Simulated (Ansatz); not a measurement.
# Tl2Te (model cell, started as antifluorite): a soft mode frozen in, part 3 of 3

Aim: this structure of Tl2Te (model cell, started as antifluorite) is to be tested for unstable modes, and one is followed downhill.

Ansatz 0.2.0; DFT PBEsol, scalar-relativistic, plane waves, PAW.

So far. Step 5 (Energy along the mode, all amplitudes (two of the runs …): The lowest of the steps tried is at 0.32 Å, 1.96 meV/atom below the parent; the bottom of the well need not coincide with a step. Step 7 (The new phase in its own primitive cell): The largest force component left is 0.18 meV/Å and the pressure is 0.000 GPa, within the tolerances set. The cell now holds 36.40 Å³/atom. The relaxed cell has a, b, c = 4.482, 7.650, 6.371 Å (conventional setting).

The structure was built from a prototype and need not be the compound's stable phase.

### Step 8. Modes of the new phase, k-mesh 8×4×6

A relaxed structure may still be a saddle point, so its zone-centre modes are computed. No field response is asked, since the mesh shows no gap.

The input, input.yaml:

```yaml
crystal:
  lattice:
    - [4.4817267251, 0.0, 0.0]
    - [0.0, 7.6504958525, 0.0]
    - [0.0, 0.0, 6.3705465303]
  atoms:
    - { symbol: Te, position: [0.0, 0.5, 0.1274939752] }
    - { symbol: Te, position: [0.5, 0.0, 0.8725060248] }
    - { symbol: Tl, position: [0.0, 0.2661941799, 0.7113537599] }
    - { symbol: Tl, position: [0.5, 0.7661941799, 0.2886462401] }
    - { symbol: Tl, position: [0.0, 0.7338058201, 0.7113537599] }
    - { symbol: Tl, position: [0.5, 0.2338058201, 0.2886462401] }
kpoints:
  mp_grid: { grid: [8, 4, 6] }
hamiltonian:
  xc: pbesol
scf:
  occupations: { method: gaussian, width: 0.01 }
output:
  eigenvalues: true
phonons:
  method: dfpt
```

Command:

```bash
> ansatz run input.yaml --threads 4 --pin off --max-ram 7168MiB --backend cpu --events-out ev --progress --plain --runs-dir out
```

Numbers of over 12 decimals in the logs are rounded to 6 here.

Output:

```text
zone centre: on kpoints.mp_grid the ground state, and the responses unless they are solved on pairs of k-points, stand on 70 of the mesh's 192 k-points, reduced under 2 symmetry operations, with k and −k counted as one. Each operation leaves every solved displacement unchanged or reverses it
[...]
Crystal: 6 atoms, lattice volume = 218.430 Å³
Basis set: ecut = 420 eV, 4263 PW (Γ), exchange–correlation on 60×108×90 points (8 copies of the dense FFT grid, shifted against one another)
Bands: 51, of which v1, the nominal top of the filled ones, is band 42 counted from 1 (41 counted from 0)
Symmetry: 8 space group operations
k-points: 70 of 192 (irreducible under 2 space group operations, time reversal used)
[...]
SCF iter   1: F=—  HF=-58986.767316 eV  |F-HF|=—  |Δ(HF+E_count)|=         —  Δρ=2.63e-3  dr2=2.18e-2  ethr=1.77e-3  ⟨swp⟩=7.1  Hψ=14666  notcnv=0
[...]
SCF iter  10: F=-58986.756358 eV  HF=-58986.756358 eV  |F-HF|=0.00e0  |Δ(HF+E_count)|=  1.67e-10  Δρ=3.53e-8  dr2=5.36e-12  ethr=1.00e-12  ⟨swp⟩=10.8  Hψ=20104  notcnv=0
SCF 1 converged in 10 iterations: F = -58986.756358 eV  dr2 = 5.36e-12
[...]
DFPT response loops at Γ: preconditioner auto → Kerker (q_TF=auto, 2.327 Å⁻¹) (partly filled bands, converged f_vac=0.074); β = 1.00, the filter's whole step (`scf.mixing.beta` (0.50) is not read by the response loops under this deck's `scf.mixing.preconditioner`; to damp them name `kerker` or `kerker_dos`, under which they read `scf.mixing.beta`, and type it under 1.00, their step now; both keys bind the ground state too); Broyden in place of MSR1
SCF converged after 10 iterations
Free energy (F): -58986.756358 eV
[...]
Internal energy: -58986.756299 eV  (E = F + TS)
E sigma→0 (E₀):  -58986.756328 eV
Entropy (-TS):   -0.000059 eV (-0.010 meV/atom)
Fermi energy:    7.313392 eV
[...]
--- Band table (eV; the first three rows and the last of 70) ---
  k-point 0: bands = [... 38 lower, 5.5980, 6.2994, 6.3416, 6.4072, 7.6834, 8.3795, 9.6426, 10.5924, ... 5 higher]
  k-point 1: bands = [... 38 lower, 6.1000, 6.3732, 6.3945, 6.6654, 7.6216, 8.4177, 9.7650, 10.3539, ... 5 higher]
  k-point 2: bands = [... 38 lower, 6.2803, 6.4217, 7.0390, 7.1085, 7.8657, 8.4991, 10.0107, 10.0158, ... 5 higher]
  k-point 69: bands = [... 38 lower, 6.0182, 6.0182, 6.2040, 6.2040, 7.9843, 7.9843, 9.6845, 9.6845, ... 5 higher]
--- Phonons (Γ-DFPT): 6 representative perturbations + reference, on 70 of 192 k-points (Σ response iterations 18) ---
  k mesh reduced under 2 symmetry operations, with k and −k counted as one. Each operation leaves every solved displacement unchanged or reverses it
  ASR residual: 8.012e-5 → 0.000e0 eV/Å²; symmetrization residual: 3.130e-5 eV/Å²
  ASR residual per site (eV/Å²): 8.01e-5 8.01e-5 2.51e-5 2.51e-5 2.51e-5 2.51e-5
  Γ frequencies (cm⁻¹): 0.00 0.00 0.00 27.16 30.80 32.43 37.28 39.31 50.49 52.01 65.83 66.45 80.34 82.60 84.79 85.06 88.25 108.25
  non-analytic LO–TO correction: not included (Born effective charges unavailable; polar crystals: no LO–TO splitting at Γ)
```

Run time: 2.1 min. Hardware: 4 threads of Arm Neoverse V2, shared host; peak memory 2.5 GiB; 8.2 min of CPU time.

Numbers from this step:

| Item | Value |
| --- | --- |
| sum-rule residual before enforcement | 8.01e-5 eV/Å² |
| point group | mmm |
| highest optical mode at the zone centre (no LO-TO term) | 108.2 cm⁻¹ |
| lowest optical zone-centre mode | 27.16 cm⁻¹ |

Without the LO-TO term. Patterns of degenerate modes are one choice out of their space. Modes at Γ, with each element's share of the kinetic energy:

```csv
mode,frequency (cm⁻¹),symmetry,Te %,Tl %
1,0.0,acoustic,24,76
2,0.0,acoustic,24,76
3,0.0,acoustic,24,76
4,27.2,Ag,39,61
5,30.8,B3g,10,90
6,32.4,B2g,27,73
7,37.3,B2u,0,100
8,39.3,Au,0,100
9,50.5,B1g,0,100
10,52.0,B3g,10,90
11,65.8,Ag,0,100
12,66.5,B1u,0,100
13,80.3,B3u,76,24
14,82.6,B2u,76,24
15,84.8,B2g,73,27
16,85.1,B1u,76,24
17,88.2,Ag,61,39
18,108.2,B3g,80,20
```

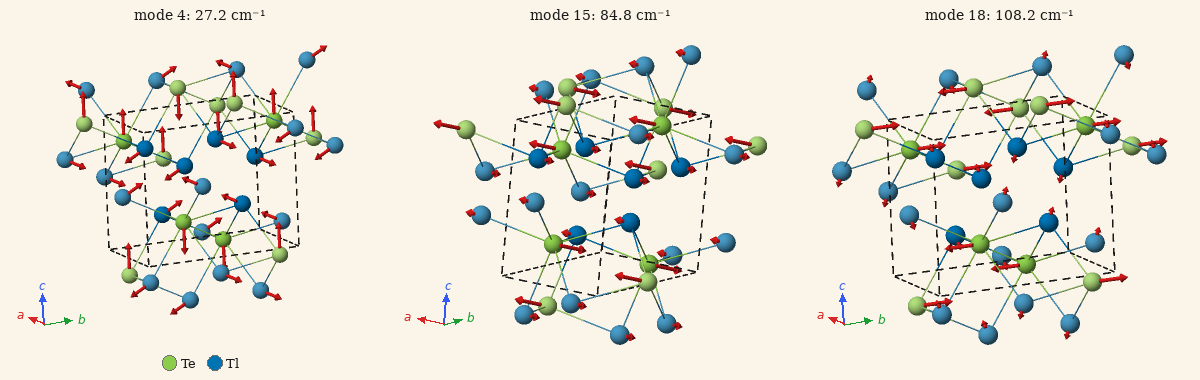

Displacement patterns of modes 4, 15 and 18 at Γ; arrows are exaggerated. Some periodic images of atoms are drawn too.

Before it was imposed, the acoustic sum rule was missed by 8.0e-5 eV/Å². Small misses are needed for a sound result but don't prove that mesh and cutoff are converged. The lowest optical mode is real, 27.2 cm⁻¹.

### Step 9. The phases reached

The phases reached along the modes that were followed are set side by side.

Energies are those of the first relaxation, on the mesh of the frozen mode; space group, volume and gap are those of the last relaxation. Phases, by row:

```csv
mode frozen in,space group,energy from parent (meV/atom),volume (Å³/atom),gap on mesh (eV),lowest zone-centre optical mode (cm⁻¹),largest shift (Å)
parent,Fm-3m,0,37.62,0.111,–,–
"q = (0, -0.5, -0.5), 25i cm⁻¹",Pmmn,-14.41,36.41,0,27.2,0.778
"q = (0, -0.5, -0.5), 25i cm⁻¹",Cmcm,-3.91,37.73,0,2.8,0.313
"q = (0, -0.5, -0.5), 25i cm⁻¹",Pmmn,-14.41,36.4,0,27.2,0.777
```

### Step 10. Summary of results

```json
{"unstable mode of the parent": "q = (0, -0.5, -0.5), 26i cm⁻¹", "depth at the lowest point sampled": "1.96 meV/atom", "largest atomic shift at that point": "0.32 Å", "space group reached (within 0.01 Å)": "Pmmn", "energy gained over the parent (first relaxation, on the mesh of the frozen mode)": "14.4 meV/atom", "volume per atom, phase reached": "36.4 Å³", "lowest optical zone-centre mode, phase reached": "27.2 cm⁻¹", "highest optical mode at the zone centre (no LO-TO term), phase reached": "108 cm⁻¹"}
```

What this shows: Along this mode the structure falls into Pmmn, 14.4 meV/atom below the parent. At the parent's cell the well is 1.96 meV/atom deep on the steps tried, with its lowest point at a shift of 0.32 Å. Relaxing atoms and cell changes the gain by +12.45 meV/atom against the lowest step (energies at zero smearing). Most of the total comes from this relaxation. The new phase has no imaginary mode at the zone centre of its cell; other wavevectors were not checked. Of the 3 patterns followed to their end from this parent, this one reaches the lowest energy. Each path keeps the symmetry of its pattern, so a lower phase may lie along a pattern not tried. With no gap, or one that is small against the smearing, the frequencies hang on the k mesh and the smearing, most of all near Kohn anomalies. Where the field response was not run the interpolation lacks the dipole term, so the LO-TO splitting is missing from branches, density of states and sums. Spin-orbit coupling is left out, which can matter for the heavy elements here. A phonon run warned that its eigensolver left some bands unconverged in a pass. The starting cell was built on a prototype and not taken from a measurement, so the phase need not exist.

[Logs are printed without paths, hosts, clocks, repeated set-up lines and the standing remarks that a program may print on its own settings, such as how far it seeks lower states.]

[Hosts, paths, dates, database ids (printed as entryN), source tags and the programs' standing remarks are cut or masked in the printed files.]
